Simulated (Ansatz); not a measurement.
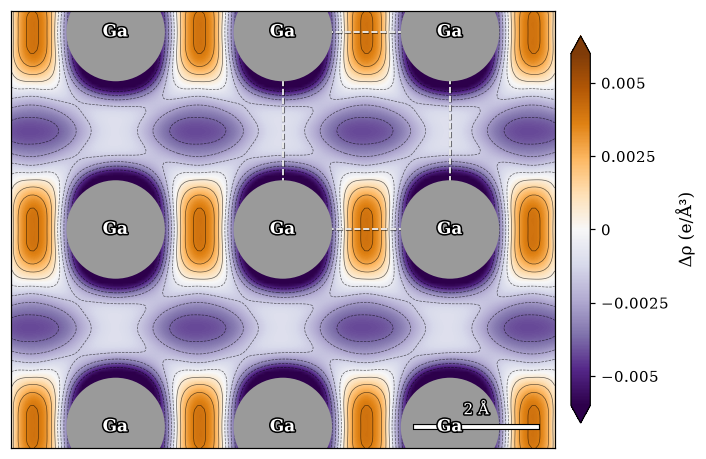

Ga: difference of two self-consistent densities at the same geometry, ρ(r2SCAN) − ρ(PBE), on the (001) plane of the conventional cell. Grey discs cover the cores, where the PAW densities can't be compared. Cores are masked to 0.8 Å (Ga).

Space group P2_1/m. The cell comes from a database of computed structures, not from a measurement.

Both runs: Ansatz, scalar-relativistic, plane waves and PAW, same cutoff, k-points and PAW files (made with PBE).

### How does the change of level move the electrons?

Against PBE, and outside the masked cores, the largest gain, 0.006 e/Å³, lies 1.4 Å from a gallium nucleus, and the largest loss lies at the edge of the masked core of Ga.
At this volume the pressure is 3 GPa with PBE and 0 GPa with r2SCAN.
